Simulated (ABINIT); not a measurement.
## Run report: ZnO, dielectric calculation (part 3 of 3)

Continued. System: ZnO (P6₃mc, 4 atoms in the cell). Method: Kohn-Sham DFT of a periodic cell, LDA, PseudoDojo NC SR LDA v0.4.1 standard, no spin polarisation (ABINIT 10.8.3); cutoff 979.61 eV, 8×8×4 k-mesh, fixed occupations. The structure derives from an entry of the Crystallography Open Database.

Geometry of the input (Å; fractional positions):
```
3.2493  0.0000  0.0000
-1.6247  2.8140  0.0000
0.0000  0.0000  5.2057
Zn 0.6667  0.3333  0.0000
Zn 0.3333  0.6667  0.5000
O  0.3333  0.6667  0.8790
O  0.6667  0.3333  0.3790
```

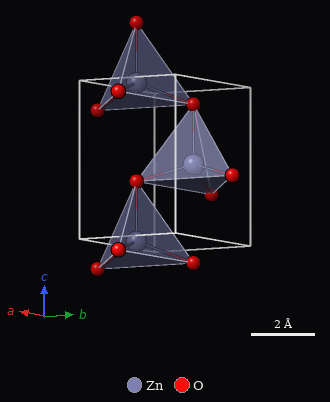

*The structure (polyhedral view of the cell of the calculation, seen at an oblique angle; polyhedra are completed across the faces of the cell).*

## Log, continued
```
--------------------------------------------------------------------------------
 Perturbation wavevector (in red.coord.)   0.000000  0.000000  0.000000
 Perturbation : derivative vs k along direction   3
 The set of symmetries contains only one element for this perturbation.
 symkpt : not enough symmetry to change the number of k points.

--------------------------------------------------------------------------------

--------------------------------------------------------------------------------

 Initialisation of the first-order wave-functions :
  ireadwf=   0

--- !BeginCycle
iteration_state: {dtset: 2, }
solver: {iscf: -3, nstep: 80, nline: 4, wfoptalg: 0, }
tolerances: {tolwfr: 1.00E-18, }
...

     iter   2DEtotal(Ha)        deltaE(Ha) residm    vres2
-ETOT  1  -25.331926024623     -2.533E+01 6.263E-02 0.000E+00
 ETOT  2  -25.510677954461     -1.788E-01 4.011E-02 0.000E+00
 ETOT  3  -25.520177376771     -9.499E-03 3.199E-03 0.000E+00
 ETOT  4  -25.521319683309     -1.142E-03 1.775E-03 0.000E+00
 ETOT  5  -25.521511986646     -1.923E-04 1.197E-04 0.000E+00
 ETOT  6  -25.521548371749     -3.639E-05 7.479E-05 0.000E+00
 ETOT  7  -25.521555669036     -7.297E-06 5.113E-06 0.000E+00
 ETOT  8  -25.521557166830     -1.498E-06 3.280E-06 0.000E+00
 ETOT  9  -25.521557479944     -3.131E-07 2.276E-07 0.000E+00
 ETOT 10  -25.521557545829     -6.589E-08 1.478E-07 0.000E+00
 ETOT 11  -25.521557559821     -1.399E-08 1.035E-08 0.000E+00
 ETOT 12  -25.521557562799     -2.978E-09 6.780E-09 0.000E+00
 ETOT 13  -25.521557563437     -6.380E-10 4.766E-10 0.000E+00
 ETOT 14  -25.521557563574     -1.368E-10 3.151E-10 0.000E+00
 ETOT 15  -25.521557563604     -2.948E-11 2.216E-11 0.000E+00
 ETOT 16  -25.521557563610     -6.349E-12 1.479E-11 0.000E+00
 ETOT 17  -25.521557563611     -1.386E-12 1.039E-12 0.000E+00
 ETOT 18  -25.521557563612     -2.984E-13 6.995E-13 0.000E+00
 ETOT 19  -25.521557563612     -6.750E-14 4.904E-14 0.000E+00
 ETOT 20  -25.521557563612     -2.487E-14 3.329E-14 0.000E+00
 ETOT 21  -25.521557563612      0.000E+00 2.331E-15 0.000E+00
 ETOT 22  -25.521557563612      2.132E-14 1.591E-15 0.000E+00
 ETOT 23  -25.521557563612     -7.105E-15 1.114E-16 0.000E+00
 ETOT 24  -25.521557563612     -1.421E-14 7.637E-17 0.000E+00
 ETOT 25  -25.521557563612      1.066E-14 5.349E-18 0.000E+00
 ETOT 26  -25.521557563612     -3.553E-15 3.675E-18 0.000E+00
 ETOT 27  -25.521557563612     -7.105E-15 9.967E-19 0.000E+00

 At SCF step   27   max residual=  9.97E-19 < tolwfr=  1.00E-18 =>converged.
================================================================================

 ----iterations are completed or convergence reached----

 Mean square residual over all n,k,spin=   50.792E-20; max=  99.666E-20
 dfpt_looppert : ek2=    4.2426339871E+01
          f-sum rule ratio=    9.9930718761E-01
 Expectation of eigenvalue derivatives (hartree) for nkpt= 128  k points:
  (in case of degenerate eigenvalues, averaged derivative)
 kpt#   1, nband= 26, wtk=  0.00781, kpt=  0.0000  0.0000  0.1250 (reduced coord)
   0.00000   -0.00000    0.00007   -0.00008    0.00002    0.00002   -0.00003   -0.00003
   0.01626   -0.01817    0.00218    0.00218   -0.01649   -0.04174   -0.00664   -0.00664
   0.00656    0.00656   -0.00269   -0.00269    0.10719    0.01829    0.01829   -0.16360
  -0.01753   -0.01753
 prteigrs : prtvol=0 or 1, do not print more k-points.

 2DEtotal=   -0.2552155756E+02 Ha. Also 2DEtotal=   -0.694476960462E+03 eV
    (  non-var. 2DEtotal :   -2.5521557561E+01 Ha)
================================================================================

 ---- first-order wavefunction calculations are completed ----

 Total localisation tensor (bohr^2) in cartesian coordinates
  WARNING : still subject to testing - especially symmetries.
      direction              matrix element
   alpha     beta       real part   imaginary part
     1        1       0.6689572910   -0.0000000000
     1        2      -0.2317336033    0.0000000000
     1        3       0.0000000000    0.0000000000
     2        1      -0.2317336033    0.0000000000
     2        2       0.4013743748   -0.0000000000
     2        3       0.0000000000    0.0000000000
     3        1       0.0000000000    0.0000000000
     3        2       0.0000000000    0.0000000000
     3        3       0.3960319608    0.0000000000

 respfn : d/dk was computed, but no 2DTE, so no DDB output.

================================================================================
== DATASET  3 ==================================================================

--- !DatasetInfo
iteration_state: {dtset: 3, }
dimensions: {natom: 4, nkpt: 128, mband: 26, nsppol: 1, nspinor: 1, nspden: 1, mpw: 3333, }
cutoff_energies: {ecut:  36.0, pawecutdg:  -1.0, }
electrons: {nelect:   5.20000000E+01, charge:   0.00000000E+00, occopt:   1.00000000E+00, tsmear:   1.00000000E-02, }
meta: {optdriver: 1, rfelfd: 3, }
...

 mkfilename : getwfk/=0, take file _WFK from output of DATASET   1.

 mkfilename : getddk/=0, take file _1WF from output of DATASET   2.

 Exchange-correlation functional for the present dataset will be:
  LDA: Perdew-Wang 92 LSD fit to Ceperley-Alder data - ixc=7
  J.P.Perdew and Y.Wang, PRB 45, 13244 (1992)

 Real(R)+Recip(G) space primitive vectors, cartesian coordinates (Bohr,Bohr^-1):
 R(1)=  6.1403022  0.0000000  0.0000000  G(1)=  0.1628584  0.0940264  0.0000000
 R(2)= -3.0701511  5.3176577  0.0000000  G(2)=  0.0000000  0.1880527  0.0000000
 R(3)=  0.0000000  0.0000000  9.8373643  G(3)=  0.0000000  0.0000000  0.1016532
 Unit cell volume ucvol=  3.2120987E+02 bohr^3
 Angles (23,13,12)=  9.00000000E+01  9.00000000E+01  1.20000000E+02 degrees
 setup1 : take into account q-point for computing boxcut.

 getcut: wavevector=  0.0000  0.0000  0.0000  ngfft=  36  36  54
         ecut(hartree)=     36.000   => boxcut(ratio)=   2.03235
--------------------------------------------------------------------------------

 ==>  initialize data related to q vector <==

 The list of irreducible perturbations for this q vector is:
    1)    idir= 1    ipert=   6
    2)    idir= 3    ipert=   6

================================================================================

 The perturbation idir=   2  ipert=   6 is
 symmetric of a previously calculated perturbation.
 So, its SCF calculation is not needed.

--------------------------------------------------------------------------------
 Perturbation wavevector (in red.coord.)   0.000000  0.000000  0.000000
 Perturbation : homogeneous electric field along direction   1
 The set of symmetries contains only one element for this perturbation.
 symkpt : not enough symmetry to change the number of k points.

--------------------------------------------------------------------------------

--------------------------------------------------------------------------------

 Initialisation of the first-order wave-functions :
  ireadwf=   0

--- !BeginCycle
iteration_state: {dtset: 3, }
solver: {iscf: 7, nstep: 80, nline: 4, wfoptalg: 0, }
tolerances: {tolvrs: 1.00E-10, }
...

     iter   2DEtotal(Ha)        deltaE(Ha) residm    vres2
-ETOT  1  -146.15283570015     -1.462E+02 1.598E+02 6.476E+03
 ETOT  2  -152.71946570888     -6.567E+00 3.831E+00 1.052E+02
 ETOT  3  -152.98089847212     -2.614E-01 9.521E-01 5.056E+01
 ETOT  4  -153.01216976158     -3.127E-02 1.506E-02 3.886E+01
 ETOT  5  -153.03093149279     -1.876E-02 9.809E-03 1.182E-01
 ETOT  6  -153.03184772609     -9.162E-04 1.136E-03 8.989E-02
 ETOT  7  -153.03210527404     -2.575E-04 4.222E-04 4.560E-03
 ETOT  8  -153.03216094709     -5.567E-05 9.118E-05 1.188E-03
 ETOT  9  -153.03217560780     -1.466E-05 3.378E-05 6.426E-04
 ETOT 10  -153.03217989445     -4.287E-06 7.465E-06 5.089E-06
 ETOT 11  -153.03218105080     -1.156E-06 2.991E-06 1.432E-05
 ETOT 12  -153.03218138638     -3.356E-07 6.271E-07 4.385E-06
 ETOT 13  -153.03218148025     -9.387E-08 2.778E-07 5.650E-06
 ETOT 14  -153.03218149850     -1.825E-08 5.130E-08 4.097E-05
 ETOT 15  -153.03218148482      1.368E-08 1.841E-08 1.097E-04
 ETOT 16  -153.03218151121     -2.639E-08 4.580E-09 2.870E-05
 ETOT 17  -153.03218151922     -8.015E-09 2.580E-09 4.785E-06
 ETOT 18  -153.03218151990     -6.785E-10 3.660E-10 3.705E-06
 ETOT 19  -153.03218152034     -4.446E-10 2.573E-10 2.562E-06
 ETOT 20  -153.03218152117     -8.238E-10 6.453E-11 1.263E-08
 ETOT 21  -153.03218152118     -1.577E-11 3.436E-11 1.781E-09
 ETOT 22  -153.03218152119     -9.379E-12 3.387E-12 4.212E-10
 ETOT 23  -153.03218152119      2.217E-12 4.416E-12 1.498E-10
 ETOT 24  -153.03218152119     -2.956E-12 3.332E-13 4.581E-11

 At SCF step   24       vres2   =  4.58E-11 < tolvrs=  1.00E-10 =>converged.
-open ddk wf file :runo_DS2_1WF13
-open ddk wf file :runo_DS2_1WF14
-open ddk wf file :runo_DS2_1WF15
================================================================================

 ----iterations are completed or convergence reached----

 Mean square residual over all n,k,spin=   50.555E-17; max=  33.320E-14

 2DEtotal=   -0.1530321815E+03 Ha. Also 2DEtotal=   -0.416421779944E+04 eV
    (  non-var. 2DEtotal :   -1.5303218001E+02 Ha)

--------------------------------------------------------------------------------
 Perturbation wavevector (in red.coord.)   0.000000  0.000000  0.000000
 Perturbation : homogeneous electric field along direction   3
 The set of symmetries contains only one element for this perturbation.
 symkpt : not enough symmetry to change the number of k points.

--------------------------------------------------------------------------------

--------------------------------------------------------------------------------

 Initialisation of the first-order wave-functions :
  ireadwf=   0

--- !BeginCycle
iteration_state: {dtset: 3, }
solver: {iscf: 7, nstep: 80, nline: 4, wfoptalg: 0, }
tolerances: {tolvrs: 1.00E-10, }
...

     iter   2DEtotal(Ha)        deltaE(Ha) residm    vres2
-ETOT  1  -37.235713395241     -3.724E+01 1.302E+01 1.362E+03
 ETOT  2  -38.540955236777     -1.305E+00 1.858E-01 2.930E+01
 ETOT  3  -38.580892989205     -3.994E-02 4.769E-02 6.697E+00
 ETOT  4  -38.585784037871     -4.891E-03 1.022E-03 3.072E+00
 ETOT  5  -38.587977111700     -2.193E-03 3.177E-04 3.673E-02
 ETOT  6  -38.588036522716     -5.941E-05 4.387E-05 9.786E-03
 ETOT  7  -38.588051062681     -1.454E-05 1.412E-05 1.363E-04
 ETOT  8  -38.588052876331     -1.814E-06 2.577E-06 1.442E-05
 ETOT  9  -38.588053305359     -4.290E-07 8.338E-07 5.036E-06
 ETOT 10  -38.588053416770     -1.114E-07 1.717E-07 4.554E-07
 ETOT 11  -38.588053444003     -2.723E-08 5.185E-08 1.141E-06
 ETOT 12  -38.588053452192     -8.189E-09 1.226E-08 1.103E-07
 ETOT 13  -38.588053454230     -2.038E-09 3.534E-09 4.655E-08
 ETOT 14  -38.588053454807     -5.771E-10 8.813E-10 4.372E-09
 ETOT 15  -38.588053454956     -1.491E-10 2.594E-10 3.670E-09
 ETOT 16  -38.588053455000     -4.378E-11 6.375E-11 2.697E-11

 At SCF step   16       vres2   =  2.70E-11 < tolvrs=  1.00E-10 =>converged.
-open ddk wf file :runo_DS2_1WF13
-open ddk wf file :runo_DS2_1WF14
-open ddk wf file :runo_DS2_1WF15
================================================================================

 ----iterations are completed or convergence reached----

 Mean square residual over all n,k,spin=   11.823E-14; max=  63.753E-12

 2DEtotal=   -0.3858805345E+02 Ha. Also 2DEtotal=   -0.105003442704E+04 eV
    (  non-var. 2DEtotal :   -3.8588043555E+01 Ha)
================================================================================

 ---- first-order wavefunction calculations are completed ----

 ==> Compute Derivative Database <==
 The violation of the charge neutrality conditions
 by the effective charges is as follows :
    atom        electric field
 displacement     direction
       1               1       -0.004578        0.000000
       1               2        0.000000        0.000000
       1               3        0.000000        0.000000
       2               1       -0.000000        0.000000
       2               2       -0.004578        0.000000
       2               3        0.000000        0.000000
       3               1        0.000000        0.000000
       3               2        0.000000        0.000000
       3               3        0.036035        0.000000

 Effective charge tensors after
 imposition of the charge neutrality (if requested by user),
 and eventual restriction to some part :
   atom    displacement
         1         1    2.123424E+00    0.000000E+00    0.000000E+00
         1         2    5.133032E-16    2.123424E+00    0.000000E+00
         1         3    0.000000E+00    0.000000E+00    2.139435E+00
         2         1    2.123424E+00    0.000000E+00    0.000000E+00
         2         2   -1.263054E-15    2.123424E+00    0.000000E+00
         2         3    0.000000E+00    0.000000E+00    2.139435E+00
         3         1   -2.123424E+00    0.000000E+00    0.000000E+00
         3         2    2.648348E-16   -2.123424E+00    0.000000E+00
         3         3    0.000000E+00    0.000000E+00   -2.139435E+00
         4         1   -2.123424E+00    0.000000E+00    0.000000E+00
         4         2    4.849157E-16   -2.123424E+00    0.000000E+00
         4         3    0.000000E+00    0.000000E+00   -2.139435E+00
 Now, the imaginary part of the dynamical matrix is zeroed

  Dielectric tensor, in cartesian coordinates,
     j1       j2             matrix element
  dir pert dir pert     real part    imaginary part

   1    6   1    6         5.2882961498        -0.0000000000

   2    6   2    6         5.2882961498        -0.0000000000

   3    6   3    6         4.7005946448        -0.0000000000

  Effective charges, in cartesian coordinates,
  (from electric field response)
   if specified in the inputs, charge neutrality has been imposed
     j1       j2             matrix element
  dir pert dir pert     real part    imaginary part

   1    1   1    6         2.1234241301         0.0000000000
   1    2   1    6         2.1234241301         0.0000000000
   1    3   1    6        -2.1234241301         0.0000000000
   1    4   1    6        -2.1234241301         0.0000000000

   2    1   2    6         2.1234241301         0.0000000000
   2    2   2    6         2.1234241301         0.0000000000
   2    3   2    6        -2.1234241301         0.0000000000
   2    4   2    6        -2.1234241301         0.0000000000

   3    1   3    6         2.1394346972         0.0000000000
   3    2   3    6         2.1394346972         0.0000000000
   3    3   3    6        -2.1394346972         0.0000000000
   3    4   3    6        -2.1394346972         0.0000000000

== END DATASET(S) ==============================================================
================================================================================

 -outvars: echo values of variables after computation  --------
            acell      1.8897261259E+00  1.8897261259E+00  1.8897261259E+00 Bohr
           etotal1    -4.5091499467E+02
           etotal2    -2.5521557564E+01
           etotal3    -3.8588053455E+01
            fcart1     3.0696398794E-28  1.7722574107E-28 -9.9566737125E-04
                      -2.1925999138E-28 -1.2658981505E-28 -9.9566737125E-04
                      -2.1925999138E-28 -1.2658981505E-28  9.9566737125E-04
                       1.3155599483E-28  7.5953889030E-29  9.9566737125E-04
            fcart3     0.0000000000E+00  0.0000000000E+00  0.0000000000E+00
                       0.0000000000E+00  0.0000000000E+00  0.0000000000E+00
                       0.0000000000E+00  0.0000000000E+00  0.0000000000E+00
                       0.0000000000E+00  0.0000000000E+00  0.0000000000E+00
            rprim      3.2493080000E+00  0.0000000000E+00  0.0000000000E+00
                      -1.6246540000E+00  2.8139832727E+00  0.0000000000E+00
                       0.0000000000E+00  0.0000000000E+00  5.2057090000E+00
           strten1     4.0018543950E-04  4.0018543998E-04  3.4279529477E-04
                       0.0000000000E+00  0.0000000000E+00  0.0000000000E+00
           strten3     0.0000000000E+00  0.0000000000E+00  0.0000000000E+00
                       0.0000000000E+00  0.0000000000E+00  0.0000000000E+00
           xangst      1.6246540000E+00  9.3799442423E-01  0.0000000000E+00
                      -6.0124275928E-17  1.8759888485E+00  2.6028545000E+00
                      -6.0124275928E-17  1.8759888485E+00  4.5758702681E+00
                       1.6246540000E+00  9.3799442423E-01  1.9730157681E+00
             xred      6.6666666667E-01  3.3333333333E-01  0.0000000000E+00
                       3.3333333333E-01  6.6666666667E-01  5.0000000000E-01
                       3.3333333333E-01  6.6666666667E-01  8.7901000000E-01
                       6.6666666667E-01  3.3333333333E-01  3.7901000000E-01
 Calculation completed.
```

## Key numbers

```csv
quantity,value
outcome,converged
space group (tolerance 0.01 Å),P6₃mc (186)
electrons treated,52
free energy,−12270.0221 eV
Fermi energy,3.627 eV
pressure,−11.21 GPa
largest force (length of the vector),0.051 eV/Å
"ε∞ (xx, yy, zz)","5.29, 5.29, 4.70"
Born charges (mean of the diagonal),"Zn1, Zn2 (2.13 e); O3, O4 (−2.13 e)"
hardware,"4 threads of Intel Xeon @ 2.50GHz (Skylake/Cascade Lake), 16 GiB of memory available, shared host"
wall time,26 min (CPU time 1.7 h)
peak memory,0.8 GiB
```

## Remarks

Points of doubt noted for this run: cutoff too low for stress. The cell is under a tension of 11.2 GPa at this level, so it is not at its equilibrium volume.
